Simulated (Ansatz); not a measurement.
System: HPt₃ (slab).

Input

```
crystal:
  lattice:
    - [2.8071640675, 0.0, 0.0]
    - [-1.4035820338, 2.4310753951, 0.0]
    - [0.0, 0.0, 20.1192652917]
  atoms:
    - { symbol: Pt, position: [0.6666666667, 0.3333333333, 0.198814417] }
    - { symbol: Pt, position: [0.3333333333, 0.6666666667, 0.3136149989] }
    - { symbol: Pt, position: [0.0, 0.0, 0.428408551] }
    - { symbol: H, position: [0.0, 0.1666666667, 0.5047078262] }
basis:
  ecutwfc: 420
kpoints:
  mp_grid: { grid: [12, 12, 1] }
hamiltonian:
  xc: pbe
  pseudopotentials: { kind: paw, azcp: { folder: soft_1 } }
scf:
  occupations: { method: gaussian, width: 0.1 }
output:
  forces: true
  eigenvalues: true
  write_density: true
  write_potential: true
  elf: true
  volumetric_format: npy
relax:
  adjacent_minimum: "off"
  f_tol: 0.025
  max_steps: 30
  constraints: [{ sites: [0, 1] }, { sites: [3], fix: xy }]
efield:
  axis: 3
  dipole_correction: true
  ramp_width: 0.04
```

Command:

```sh
ansatz run input.yaml --threads 1 --pin off --max-ram 3072MiB --backend cpu --events-out ev --progress --plain --runs-dir out
```

The fields are those of the run's last geometry, not of the input's.

A point of a scan over the structure, not its minimum; computed without spin polarisation; PAW files of the earlier set (soft_1).

These are results of Ansatz 0.2.0, DFT PBE, scalar-relativistic, plane waves, PAW, not measurements.

Question: What will maps of the valence pseudo-density and electron localisation function show?

Answer: Pt–H (1.56 Å): ρ at the midpoint is about 2.4 e/Å³; the ELF climbs to about 1 towards the hydrogen.
Pt–Pt (2.81 Å): ρ at the midpoint is about 0.35 e/Å³; the ELF is about 0.30 at the midpoint (no localised pair shows between them).

Question: Metal or insulator at this level of theory?

Answer: It is metallic or semimetallic at this level of theory: no gap opens.

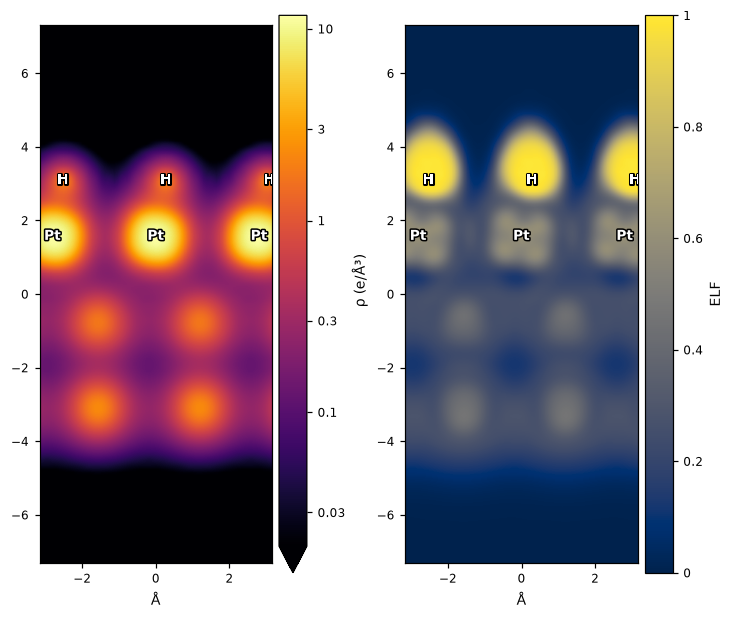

Computed valence pseudo-density and electron localisation function on the (100) plane of the calculation cell, a cut from vacuum to vacuum, in this order. Atoms just off the plane (Pt, 0.8 Å away) can leave unmarked features too.

The density is the valence pseudo-density of a PAW calculation; it isn't the true density close to the nuclei.
